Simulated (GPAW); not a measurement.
**MgO (Fm-3m): refractive index against wavelength**

The refractive index of MgO (Fm-3m) below the direct gap (4.72 eV on the mesh) is read from one computed spectrum, n = √(Re ε).

The structure is cubic, space group Fm-3m (No. 225). The conventional cell has a = 4.217 Å, b = 4.217 Å, c = 4.217 Å, α = 90.00°, β = 90.00°, γ = 90.00°. Mg on site a is surrounded by 6 O at 2.11 Å. O on site b has 6 Mg at 2.11 Å as nearest neighbours.

Method: GPAW 26.7.0, PBE, RPA, k-mesh 17×17×17, local fields up to 70 eV, Lorentzian half width 0.12 eV.

Launch of the response step: `OMP_NUM_THREADS=1 python df.py`. The run took 64 s, its band step included, on 1 thread of Arm Neoverse V1, on a shared host.

```
wavelength (nm)  photon energy E (eV)       n
           1064                 1.165  1.7471
            850                 1.459  1.7517
            700                 1.771       ?
            633                 1.959  1.7623
            532                 2.331  1.7728
            450                 2.755  1.7881
            405                 3.061  1.8017
```

In the single-oscillator model n² − 1 = E₀E_d/(E₀² − E²), so 1/(n² − 1) = E₀/E_d − E²/(E₀E_d) is linear in E².

Working, on the rows shown:

| x = E² (eV²) | y = 1/(n² − 1) |
| --- | --- |
| 1.35784 | 0.487244 |
| 2.12762 | 0.483453 |
| 3.83641 | 0.474901 |
| 5.43137 | 0.466675 |
| 7.59115 | 0.455104 |
| 9.37179 | 0.445212 |

Means: x̄ = 4.9527, ȳ = 0.46876. Σ(x − x̄)(y − ȳ) = -0.2559, Σ(x − x̄)² = 48.87. Slope = -0.2559 / 48.87 = -0.005237; intercept = ȳ − slope · x̄ = 0.4947. Turned back into n, the line misses the rows shown by at most 0.00058.

Task: What does the fit predict for the withheld row, and how well does it do?

Result: At x = 3.1372 the line gives y = 0.47827, that is 1.7581. The run gave 1.7579, so the interpolation is off by 0.00018, 0.3 % of the range in the table.

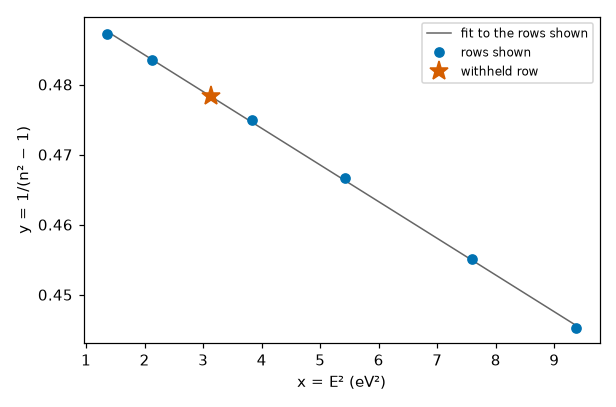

Refitted with all rows, the slope is -0.005241 and the intercept 0.49474. These give E₀ = √(intercept/−slope) = 9.72 eV and E_d = E₀/intercept = 19.6 eV; E₀ is 2.1 times the direct gap. The electronic limit at long wavelengths, without lattice vibrations, is n = √(1 + 1/intercept) = 1.738. The cell comes from an older database entry, whose edges can be off by a per cent or so. Excitons are left out; PBE gaps are as a rule too small. The values come from a sum over the points of one k-mesh and carry its error, which grows as the direct gap shrinks. This version of GPAW has incomplete matrix elements in the optical limit, which can lower ε − 1 by up to a tenth where first-row anions or d states rule. The local-field cutoff holds few shells of reciprocal vectors for this small cell, so ε∞ can read a few per cent high.

[Logs are printed without paths, hosts, clocks, repeated set-up lines and the standing remarks that a program may print on its own settings, such as how far it seeks lower states.]
